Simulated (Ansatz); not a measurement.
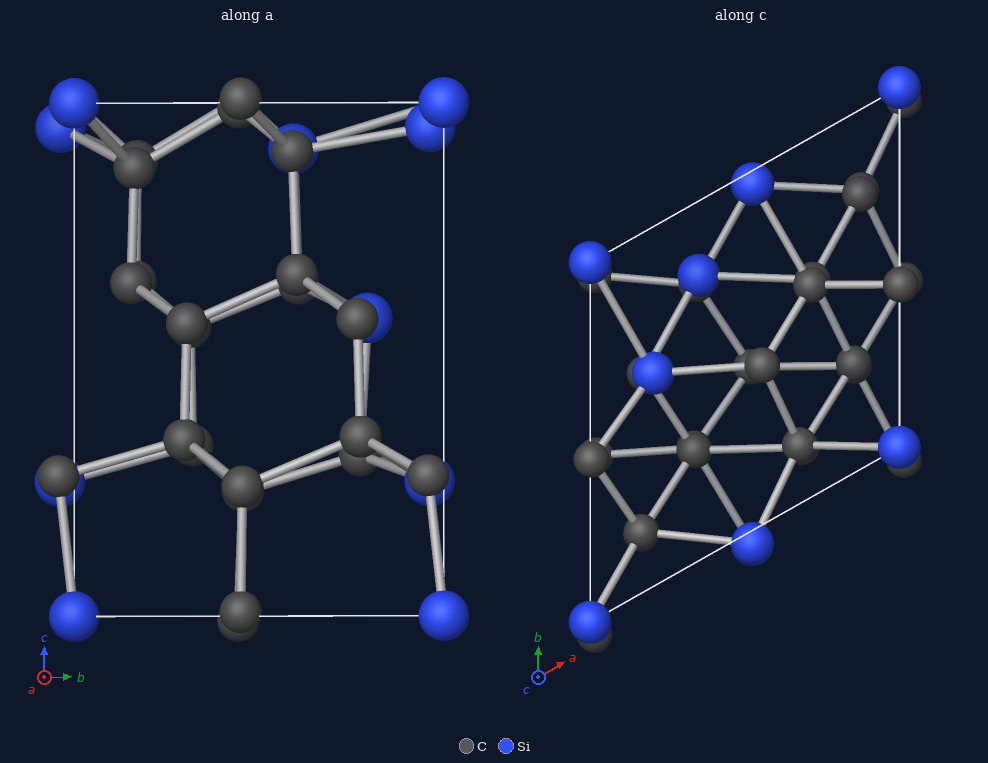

Ball-and-stick drawing of the structure, looking along the a axis and along the c axis. The edges of the unit cell are marked.

Si₅C₁₉, a = 5.59 Å, b = 5.65 Å, c = 6.83 Å, α = 89.66°, β = 89.55°, γ = 60.50°.

Theory: DFT PBE, scalar-relativistic, plane waves, PAW in Ansatz. Numerical settings: 420 eV cutoff, k-points about 0.18 Å⁻¹ apart, Gaussian smearing of 0.02 eV, no spin polarisation.

What does the calculation say: metal or gapped?

A semiconductor at this level, with a gap of 0.81 eV on the k-mesh (the true edges may lie between mesh points, so the gap can be somewhat smaller).

Which way would the volume go on relaxing?

The computed pressure is 0.0 GPa, close to zero.

Starting structure: a structure type filled with these elements by a generator (whether the compound takes this form wasn't checked). Earlier steps of the study, as a rule a relaxation of our own, may have changed the cell and positions, so they can lie some per cent off the listed ones. An electronic-structure calculation with Ansatz was run on it.
